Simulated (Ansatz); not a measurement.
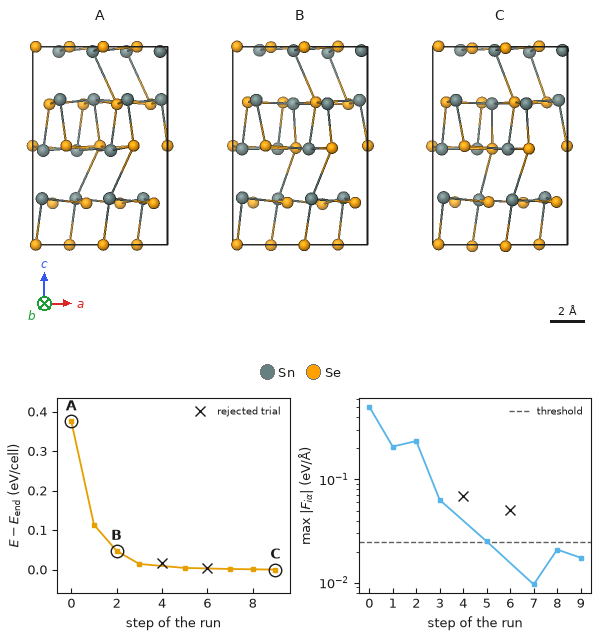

Frames of a relaxation of a defect cell of composition Sn₁₅Se₁₆, marked on the history of the run. The picture is a ball-and-stick view of the cell of the calculation (origin shifted), seen along the b axis.

Case: Sn vacancy (site c), charge +0, atoms relaxed at the host's cell.

Level of theory: DFT PBE, scalar-relativistic, plane waves, PAW (Ansatz). Settings: plane-wave cutoff 420 eV; k-point mesh 2 × 2 × 2; occupations gaussian; smearing width 0.01 eV; collinear spin; atoms relaxed in a fixed cell; force threshold 0.025 eV/Å; at most 45 steps.

What happens along the run?

Answer. The largest moves, 0.50 Å, are those of Se atoms. By element the largest moves are Se 0.50 Å, Sn 0.27 Å. The cell doesn't change. Some distances before and after: Se–Sn 3.439 → 3.037 Å, Se–Sn 3.543 → 3.210 Å, Se–Sn 3.439 → 3.215 Å, Se–Sn 3.543 → 3.348 Å. Bond angles that change, for instance: Sn–Se–Sn 101.5° → 91.5°, Sn–Se–Sn 101.5° → 92.9°, Sn–Se–Sn 101.5° → 94.1°. The energy falls by 0.375 eV per cell of the calculation in 7 accepted moves (9 points after the start). Largest force component: 0.51 eV/Å at the start, 0.017 eV/Å at the end. The line search rejected the trial steps at points 4, 6 of the run. The program noted that the starting moments weren't kept. The run may lie on a higher electronic state than the lowest, so the end point isn't shown to be the ground-state structure. From step 0 to 2: Se atoms move most (0.28 Å), energy −0.328 eV per cell of the calculation. From step 2 to 9: Se atoms move most (0.24 Å), energy −47.4 meV per cell of the calculation.

| step | E − E(0), meV/atom | largest force component, eV/Å | note |
| --- | --- | --- | --- |
| 0 | 0.00 | 0.5088 |  |
| 1 | -8.43 | 0.2085 |  |
| 2 | -10.57 | 0.2359 |  |
| 3 | -11.64 | 0.0634 |  |
| 4 | -11.59 | 0.0695 | rejected |
| 5 | -11.96 | 0.0251 |  |
| 6 | -11.95 | 0.0507 | rejected |
| 7 | -12.05 | 0.0096 |  |
| 8 | -12.08 | 0.0209 |  |
| 9 | -12.10 | 0.0174 |  |
